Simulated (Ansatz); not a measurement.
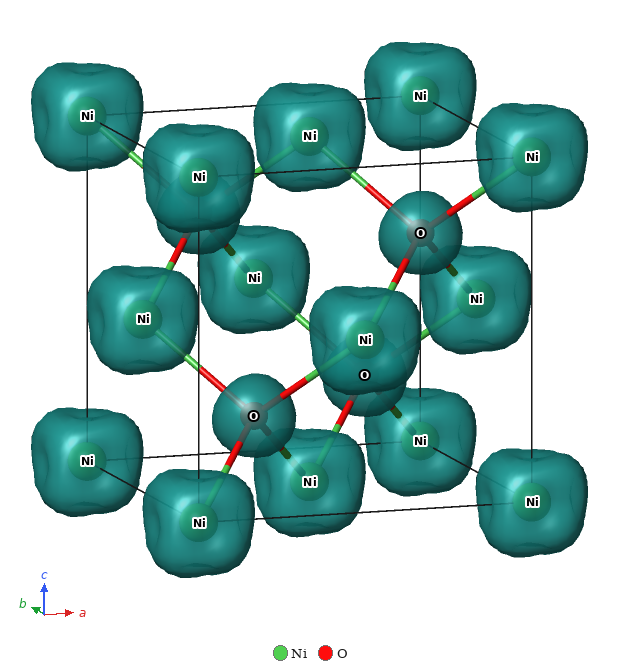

The picture shows: NiO. Isosurface of the spin density (up minus down) at +0.2 e/Å³ (teal), seen slightly off an axis. Sticks mark near contacts.

Space group F-43m; a generated structure, not necessarily the stable one; spin-polarised.

Theory: Kohn-Sham DFT of a periodic cell, HSEsol, Ansatz PAW in Ansatz 0.2.0.

The density is the valence pseudo-density of a PAW calculation; it isn't the true density close to the nuclei.

**Which atoms carry the moments, and with what signs?**

The spin density sits on Ni: +1.7 μB (×4) in one cell of 8 atoms, with smaller moments on other sites: O (up to +0.35 μB): parallel main moments (a ferromagnetic arrangement) in this solution. The cell of the calculation (2 atoms) carries 2.0 μB of net spin moment.
